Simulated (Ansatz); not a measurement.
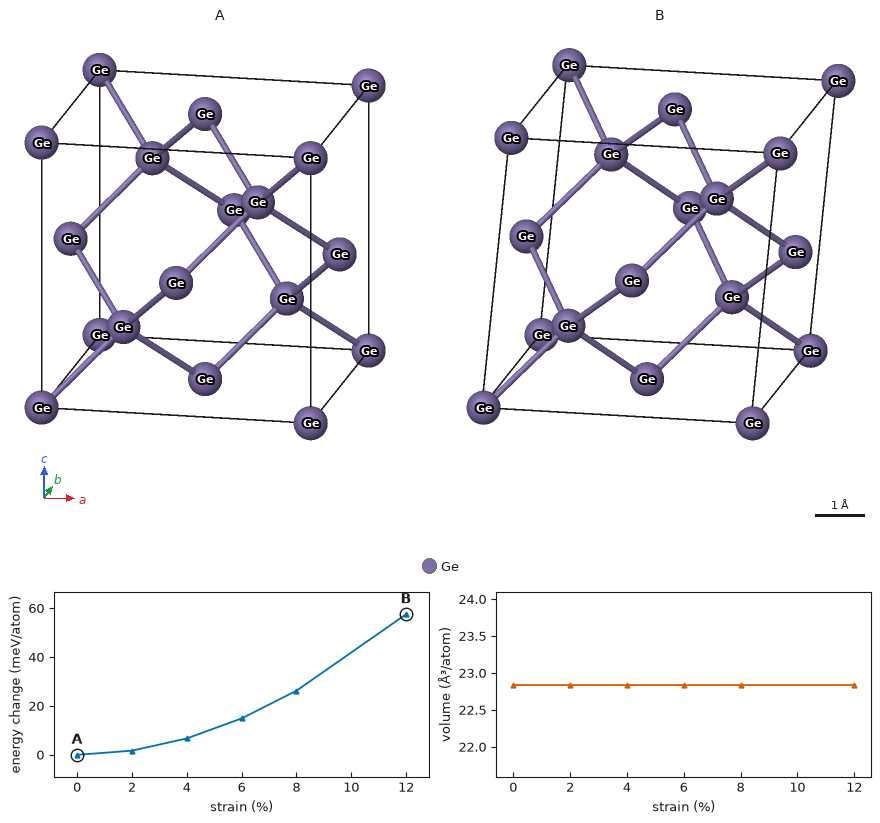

Members of a series of calculations on solid Ge (set up in Fd-3m), marked on the first curve. Style: ball-and-stick. Shown: the conventional cell (2 times the calculation's cell), slightly off an axis. Lengths and directions refer to the drawn axes.

Computed with DFT PBEsol, scalar-relativistic, plane waves, PAW in Ansatz 0.2.0. Set-up: plane-wave cutoff 420 eV; k-point mesh 14 × 14 × 10; occupations gaussian; smearing width 0.1 eV; no spin polarisation.

**Describe the series.**

Shear of c along a, cell held, atoms relaxed. A (strain 0.0 %): energy change 0.0 meV/atom, volume 22.84 Å³ per atom. B (strain 12.0 %): energy change 57.5 meV/atom, volume 22.84 Å³ per atom. The rest compares A with B. The drawn cell changes at constant volume: a = b unchanged at 5.675 Å, c 5.675 → 5.716 Å (+0.7 %), α 90.0° → 85.2°, β 90.0° → 85.2°. Some distances before and after: Ge–Ge 2.457 → 2.409 to 2.530 Å.
